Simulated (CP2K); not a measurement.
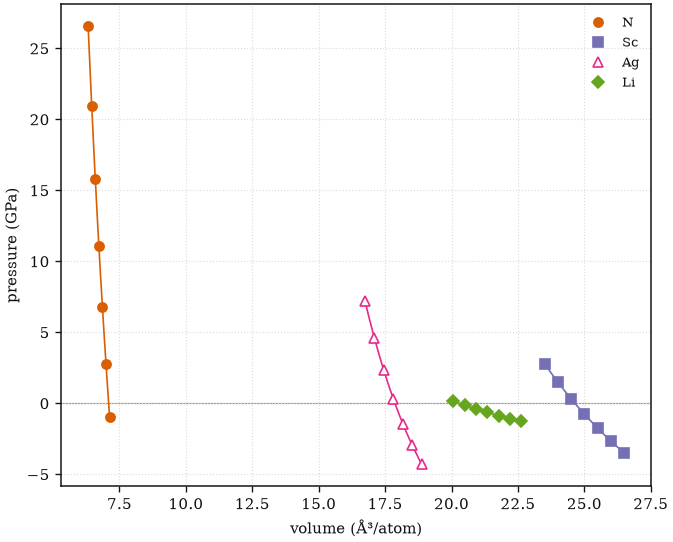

The plot gives the computed pressure against volume, with one curve for each element, for Ag, Li, N and Sc (all in space group P6_3/mmc (No. 194)).

How it was computed, with CP2K 2026.2: DFT in Gaussian orbitals with a plane-wave density, no spin polarisation; energies at scaled volumes of the given cell, shape and fractions fixed, counted from the fit's minimum, third-order Birch-Murnaghan fit. Level: PBE.

- occupations: Fermi–Dirac
- smearing width: 0.05 eV
- potentials: GTH PBE with UZH TZVP basis
- density cutoff: 6123 eV

Settings that differ: N: k mesh 12×12×11; Sc: k mesh 9×9×5; Ag: k mesh 10×10×6; Li: k mesh 10×10×5.

Order the curves by fitted equilibrium volume, smallest first.

Answer. N 7.090, Ag 17.871, Li 20.293, Sc 24.645 Å³/atom.

Order the curves by fitted bulk modulus, smallest first.

Answer. Li 13.6, Sc 54.3, Ag 91.5, N 193.8 GPa.

Caveats: shape and atomic fractions are frozen while scaling, which makes layered, chain and framework solids too stiff.
